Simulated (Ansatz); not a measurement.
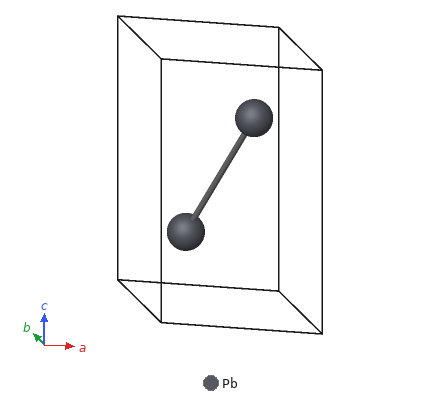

Pb (P6_3/mmc, No. 194): the end point of a relaxation with DFT, LDA (PW92), plane waves (420 eV) with PAW, scalar-relativistic (Ansatz); the starting structure was generated, so it need not be a known form of this composition.

```xyz
2
Lattice="3.4368 0.0000 0.0000 -1.7184 2.9764 0.0000 0.0000 0.0000 5.6434" Properties=species:S:1:pos:R:3 pbc="T T T"
Pb    0.0000    1.9843    1.4108
Pb    1.7184    0.9921    4.2325
```

Q: What will a dark-field STEM-like image along [100] show? The image is simulated as a sum over atoms of Z^1.8, blurred by a 1.30 Å probe (no channelling). Shot noise was added.

A: The columns repeat on a rectangular net of 2.98 × 5.64 Å (plane group p2mg). All columns are alike (Pb). The shortest distance between visible columns is 2.98 Å in projection. Along the beam the structure repeats every 3.44 Å.

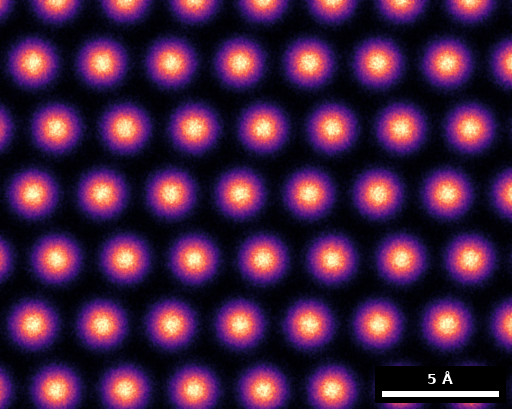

The simulated image.
